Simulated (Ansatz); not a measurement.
Geometry relaxation, with input and output: C (part 1 of 2)

The run: geometry relaxation of C (12 atoms in the cell). Method and program: DFT r2SCAN, scalar-relativistic, plane waves, PAW, no spin polarisation (Ansatz 0.2.0).

The structure derives from a Materials Project entry. It belongs to a series of runs on one base structure; here: structure listed in a database for this formula (P6_3mc, No. 186).

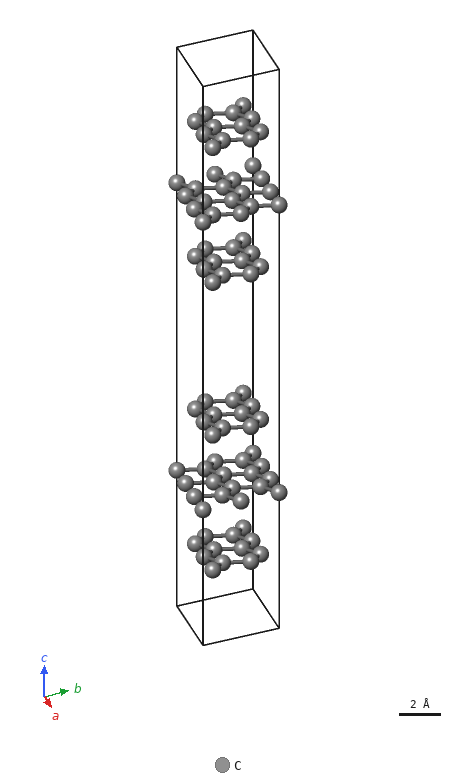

The structure as given in the input (ball-and-stick view of the 3 × 2 repeat of the cell, with the vacuum cut short, seen slightly off an axis). Near neighbours in the crystal (not all of them lie inside the picture): C has 3 C at 1.42 Å.

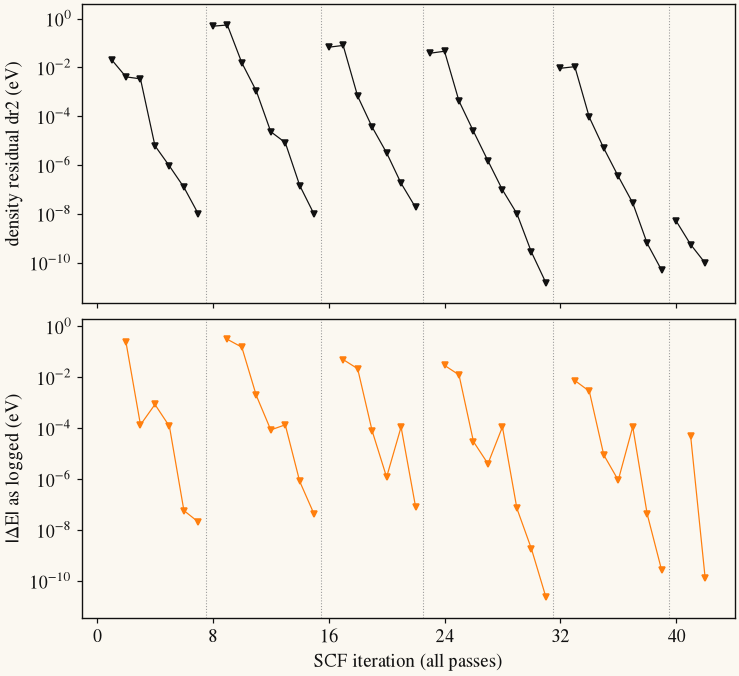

Convergence of the self-consistent field: density residual dr2 and size of the energy change against the SCF iteration. The dotted lines part the SCF passes of the relaxation: geometry steps, rejected trials and re-solves on a re-selected basis. The 6 passes take 3 to 9 iterations each, 42 in all.

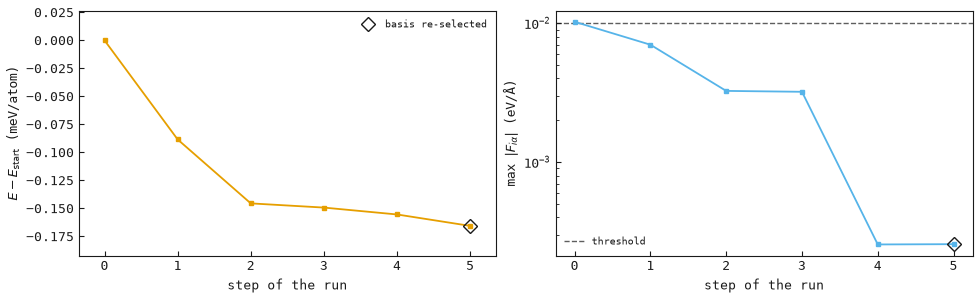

Progress of the relaxation, step by step (the first geometry is step 0 here and step 1 in the log).

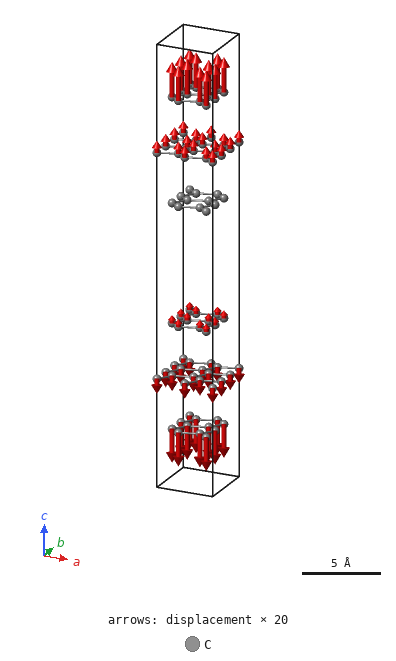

The starting structure with the displacements as red arrows, magnified 20 times (ball-and-stick view of the 2 × 3 repeat of the cell, with the vacuum cut short, seen slightly off an axis). Over 4 geometry steps the energy falls by 0.2 meV per atom. Largest force component: 0.01 eV/Å at the start, 0.00026 eV/Å at the end. The largest moves, 0.11 Å, are those of C1, C3, C9 and C12. The lattice vectors keep their values. The space group (tolerance 0.01 Å) goes from P3m1 (No. 156) to P-3m1 (No. 164). A last SCF at the same geometry on a re-selected plane-wave basis shifts the energy by next to nothing (0.0 meV per atom). (Atoms are counted from 1 in the order of the input.)

The input that produced these results follows, with the program's output.

**The input**
```yaml
crystal:
  lattice:
    - [2.4562499605, 0.0, 0.0]
    - [-1.2281249803, 2.1271748638, 0.0]
    - [0.0, 0.0, 29.4918787]
  atoms:
    - { symbol: C, position: [0.66666667, 0.33333333, 0.9983718] }
    - { symbol: C, position: [0.66666667, 0.33333333, 0.49837191] }
    - { symbol: C, position: [0.66666667, 0.33333333, 0.73278795] }
    - { symbol: C, position: [0.66666667, 0.33333333, 0.23279033] }
    - { symbol: C, position: [0.0, 0.0, 0.61583799] }
    - { symbol: C, position: [0.33333333, 0.66666667, 0.23278795] }
    - { symbol: C, position: [0.0, 0.0, 0.11583799] }
    - { symbol: C, position: [0.66666667, 0.33333333, 0.61584001] }
    - { symbol: C, position: [0.33333333, 0.66666667, 0.73279033] }
    - { symbol: C, position: [0.33333333, 0.66666667, 0.11584001] }
    - { symbol: C, position: [0.33333333, 0.66666667, 0.4983718] }
    - { symbol: C, position: [0.33333333, 0.66666667, 0.99837191] }
basis:
  ecutwfc: 500
kpoints:
  mp_grid: { grid: [18, 18, 2] }
hamiltonian:
  xc: r2scan
scf:
  occupations: { method: gaussian, width: 0.1 }
output:
  forces: true
  stress: true
  eigenvalues: true
relax:
  adjacent_minimum: "off"
  f_tol: 0.01
  max_steps: 80
  cell: { stress_tol: 0.05 }
```

**Log**
```
Engine: ansatz 0.2.0, x86_64-unknown-linux-gnu
Pseudopotentials: kind: paw
Pseudopotential: C, paw, valence charge 4, recommended cutoff 500 eV (meta_gga), C.paw.azcp
Functional definition: r2SCAN
  parameter k0 = 0.174
  parameter k1 = 0.065
  parameter a1 = 4.9479
  exchange = r2scan_x(k0 = k0, k1 = k1, a1 = a1)
  correlation = r2scan_c
Crystal: 12 atoms, lattice volume = 154.091 Å³
Basis set: ecut = 500 eV, 3989 PW (Γ), exchange–correlation on 72×72×864 points (64 copies of the dense FFT grid, shifted against one another)
Bands: 36, of which v1, the nominal top of the filled ones, is band 24 counted from 1 (23 counted from 0)
Symmetry: 12 space group operations
Space group: P63mc (ITA 186), of the structure as read, at distance tolerance 5.4e-5 Å
k-points: 74 of 648
Non-local potential: C, projectors of the file, l = 0: 2, l = 1: 2, l = 2: 1
PAW form: soft (Blöchl's): semilocal exchange-correlation on the pseudo side does not see the compensation charge
PAW frozen core: C, regenerated for the run's functional (the file was generated under x = pbe(κ = 0.804, μ = 0.2195149727645171), c = pbe(β = 0.06672455060314922))
PAW one-centre angular grid: C, 302 points (default); XC on 239 of its mesh's 2573 points in the sphere
Initial density: superposition of atomic densities (neutral atoms: chi_scale 0, normalization atom), corrected by the library's trained network
Initial wavefunctions: pseudopotential atomic-orbital guess
Functional: x = r2scan, c = r2scan; τ floored in thin density (d = 2e-4 eV/Å³)
SCF iter   1: F=—  HF=-3019.709702 eV  |F-HF|=—  |Δ(HF+E_count)|=         —  Δρ=6.45e-3  dr2=2.09e-2  dr2_τ=2.48e0  ethr=1.77e-3  ⟨swp⟩=12.9  Hψ=17915  notcnv=0  defer=54
preconditioner: auto → LDOS  [metal: Δε(μ)=0.032 eV  Ē_g=16.282 eV  σ=0.100 eV  W_gap=0.18  n_scr=20 (ndim 8)  ℏωp=20.7 eV  f_vac=0.310  D(μ)=0.54/eV (n_scr^D=6)  β→1.0]
SCF iter   2: F=—  HF=-3019.946253 eV  |F-HF|=—  |Δ(HF+E_count)|=   2.37e-1  Δρ=1.27e-3  dr2=4.09e-3  dr2_τ=1.03e-4  ethr=4.36e-5  ⟨swp⟩=2.5  Hψ=5655  notcnv=0  defer=438
SCF iter   3: F=—  HF=-3019.946388 eV  |F-HF|=—  |Δ(HF+E_count)|=   1.35e-4  Δρ=7.94e-4  dr2=3.39e-3  dr2_τ=7.05e-5  ethr=8.52e-6  ⟨swp⟩=3.0  Hψ=5130  notcnv=0  defer=438
SCF iter   4: F=—  HF=-3019.945534 eV  |F-HF|=—  |Δ(HF+E_count)|=   8.54e-4  Δρ=9.29e-5  dr2=6.14e-6  dr2_τ=5.45e-7  ethr=7.05e-6  ⟨swp⟩=2.0  Hψ=3384  notcnv=0  defer=438
SCF iter   5: F=—  HF=-3019.945652 eV  |F-HF|=—  |Δ(HF+E_count)|=   1.18e-4  Δρ=3.08e-5  dr2=9.06e-7  dr2_τ=1.10e-7  ethr=1.28e-8  ⟨swp⟩=2.4  Hψ=4688  notcnv=0  defer=438
SCF iter   6: F=—  HF=-3019.945653 eV  |F-HF|=—  |Δ(HF+E_count)|=   5.77e-8  Δρ=9.89e-6  dr2=1.22e-7  dr2_τ=2.19e-8  ethr=1.89e-9  ⟨swp⟩=2.0  Hψ=4006  notcnv=0  defer=438
SCF iter   7: F=-3019.945652 eV  HF=-3019.945652 eV  |F-HF|=1.22e-9  |Δ(HF+E_count)|=   2.04e-8  Δρ=3.36e-6  dr2=9.73e-9  dr2_τ=1.04e-9  ethr=2.08e-10  ⟨swp⟩=30.3  Hψ=20017  notcnv=0
the search or the solves at the SCF's close seem to have found levels that the self-consistency loop had missed (the run counts 2). By its estimate they hold under 1e-12 electrons; where the run keeps them, the occupations were computed again with them
SCF 1 converged in 7 iterations: F = -3019.945652 eV  dr2 = 9.73e-9
  greatest PAW one-centre occupation: 0.687 electrons in one spin orbital (limit 2), on the C atom at site 9 (counted from 0), in its partial waves of l = 0
relax step   1: F+E_penalty+E_count = -3019.94565248 eV  Δ(F+E_penalty+E_count) = +0.000e0 eV  max|allowed force component| = 1.023e-2 eV/Å  Δτ_max = 0.0000 Å  P = -0.032 GPa  Ω = 154.091 Å³  (7 SCF iters, dr2 threshold 1.00e-7 eV, accepted)
Crystal: 12 atoms, lattice volume = 155.276 Å³
Basis set: ecut = 500 eV, 4003 PW (Γ), exchange–correlation on 72×72×864 points (64 copies of the dense FFT grid, shifted against one another)
Initial density: handed on by an earlier stage of this run
Initial wavefunctions: those handed on with the density
iter 1 solved again at ethr=1.02e-3 eV; its pass at ethr=3.10e-3 eV (dr2=4.89e-1 eV) is discarded
SCF iter   1: F=—  HF=-3019.790985 eV  |F-HF|=—  |Δ(HF+E_count)|=         —  Δρ=1.93e-2  dr2=4.88e-1  dr2_τ=5.37e-1  ethr=1.02e-3  ⟨swp⟩=2.0  Hψ=14201  notcnv=0  defer=8
preconditioner: auto → LDOS  [metal: Δε(μ)=0.037 eV  Ē_g=16.345 eV  σ=0.100 eV  W_gap=0.20  n_scr=20 (ndim 8)  ℏωp=20.6 eV  f_vac=0.296  D(μ)=0.53/eV (n_scr^D=6)  β→1.0]
SCF iter   2: F=—  HF=-3020.101050 eV  |F-HF|=—  |Δ(HF+E_count)|=   3.10e-1  Δρ=9.74e-3  dr2=5.47e-1  dr2_τ=7.15e-3  ethr=1.02e-3  ⟨swp⟩=4.3  Hψ=7296  notcnv=0  defer=143
SCF iter   3: F=—  HF=-3019.948590 eV  |F-HF|=—  |Δ(HF+E_count)|=   1.52e-1  Δρ=2.00e-3  dr2=1.55e-2  dr2_τ=1.74e-4  ethr=1.02e-3  ⟨swp⟩=2.9  Hψ=4764  notcnv=0  defer=402
SCF iter   4: F=—  HF=-3019.946665 eV  |F-HF|=—  |Δ(HF+E_count)|=   1.92e-3  Δρ=7.00e-4  dr2=1.08e-3  dr2_τ=8.90e-5  ethr=3.22e-5  ⟨swp⟩=2.2  Hψ=3519  notcnv=0  defer=411
SCF iter   5: F=—  HF=-3019.946580 eV  |F-HF|=—  |Δ(HF+E_count)|=   8.51e-5  Δρ=2.02e-4  dr2=2.31e-5  dr2_τ=2.40e-6  ethr=2.24e-6  ⟨swp⟩=2.5  Hψ=3383  notcnv=0  defer=409
SCF iter   6: F=—  HF=-3019.946715 eV  |F-HF|=—  |Δ(HF+E_count)|=   1.35e-4  Δρ=5.77e-5  dr2=8.28e-6  dr2_τ=4.62e-7  ethr=4.81e-8  ⟨swp⟩=2.1  Hψ=4204  notcnv=0  defer=409
SCF iter   7: F=—  HF=-3019.946714 eV  |F-HF|=—  |Δ(HF+E_count)|=   8.02e-7  Δρ=1.44e-5  dr2=1.44e-7  dr2_τ=1.14e-8  ethr=2.94e-10  ⟨swp⟩=18.9  Hψ=20105  notcnv=0
SCF iter   8: F=-3019.946714 eV  HF=-3019.946714 eV  |F-HF|=8.89e-9  |Δ(HF+E_count)|=   4.07e-8  Δρ=2.73e-6  dr2=9.36e-9  dr2_τ=1.58e-9  ethr=2.94e-10  ⟨swp⟩=7.4  Hψ=11317  notcnv=0
SCF 2 converged in 8 iterations: F = -3019.946714 eV  dr2 = 9.36e-9
relax step   2: F+E_penalty+E_count = -3019.94671387 eV  Δ(F+E_penalty+E_count) = -1.061e-3 eV  max|allowed force component| = 6.999e-3 eV/Å  Δτ_max = 0.0875 Å  P = -0.038 GPa  Ω = 155.276 Å³  energy of the carried Pulay correction = -2.954e-4 eV  (8 SCF iters, dr2 threshold 1.41e-7 eV, accepted)
Crystal: 12 atoms, lattice volume = 154.996 Å³
iter 1 solved again at ethr=1.39e-4 eV; its pass at ethr=3.10e-3 eV (dr2=6.67e-2 eV) is discarded
SCF iter   1: F=—  HF=-3019.919374 eV  |F-HF|=—  |Δ(HF+E_count)|=         —  Δρ=7.27e-3  dr2=6.71e-2  dr2_τ=7.74e-2  ethr=1.39e-4  ⟨swp⟩=1.5  Hψ=12352  notcnv=0
preconditioner: auto → LDOS  [metal: Δε(μ)=0.008 eV  Ē_g=16.285 eV  σ=0.100 eV  W_gap=0.05  n_scr=20 (ndim 8)  ℏωp=20.7 eV  f_vac=0.300  D(μ)=0.56/eV (n_scr^D=6)  β→1.0]
SCF iter   2: F=—  HF=-3019.968869 eV  |F-HF|=—  |Δ(HF+E_count)|=   4.95e-2  Δρ=3.59e-3  dr2=7.96e-2  dr2_τ=9.80e-4  ethr=1.39e-4  ⟨swp⟩=3.2  Hψ=5938  notcnv=0  defer=11
SCF iter   3: F=—  HF=-3019.947210 eV  |F-HF|=—  |Δ(HF+E_count)|=   2.17e-2  Δρ=7.39e-4  dr2=6.63e-4  dr2_τ=2.14e-5  ethr=1.39e-4  ⟨swp⟩=2.1  Hψ=4459  notcnv=0  defer=75
SCF iter   4: F=—  HF=-3019.947289 eV  |F-HF|=—  |Δ(HF+E_count)|=   7.86e-5  Δρ=1.61e-4  dr2=3.59e-5  dr2_τ=3.00e-6  ethr=1.38e-6  ⟨swp⟩=2.3  Hψ=4234  notcnv=0  defer=75
SCF iter   5: F=—  HF=-3019.947288 eV  |F-HF|=—  |Δ(HF+E_count)|=   1.19e-6  Δρ=5.60e-5  dr2=3.15e-6  dr2_τ=4.73e-7  ethr=7.47e-8  ⟨swp⟩=2.0  Hψ=4184  notcnv=0  defer=75
SCF iter   6: F=—  HF=-3019.947399 eV  |F-HF|=—  |Δ(HF+E_count)|=   1.11e-4  Δρ=1.24e-5  dr2=1.78e-7  dr2_τ=2.74e-8  ethr=6.55e-9  ⟨swp⟩=2.0  Hψ=4226  notcnv=0  defer=88
SCF iter   7: F=-3019.947399 eV  HF=-3019.947399 eV  |F-HF|=1.27e-8  |Δ(HF+E_count)|=   8.17e-8  Δρ=3.52e-6  dr2=1.82e-8  dr2_τ=2.73e-9  ethr=4.24e-11  ⟨swp⟩=13.3  Hψ=15751  notcnv=0
SCF 3 converged in 7 iterations: F = -3019.947399 eV  dr2 = 1.82e-8
relax step   3: F+E_penalty+E_count = -3019.94739886 eV  Δ(F+E_penalty+E_count) = -6.850e-4 eV  max|allowed force component| = 3.255e-3 eV/Å  Δτ_max = 0.0338 Å  P = -0.013 GPa  Ω = 154.996 Å³  energy of the carried Pulay correction = -2.258e-4 eV  (7 SCF iters, dr2 threshold 2.04e-8 eV, accepted)
Crystal: 12 atoms, lattice volume = 154.805 Å³
iter 1 solved again at ethr=8.04e-5 eV; its pass at ethr=3.10e-3 eV (dr2=3.86e-2 eV) is discarded
```
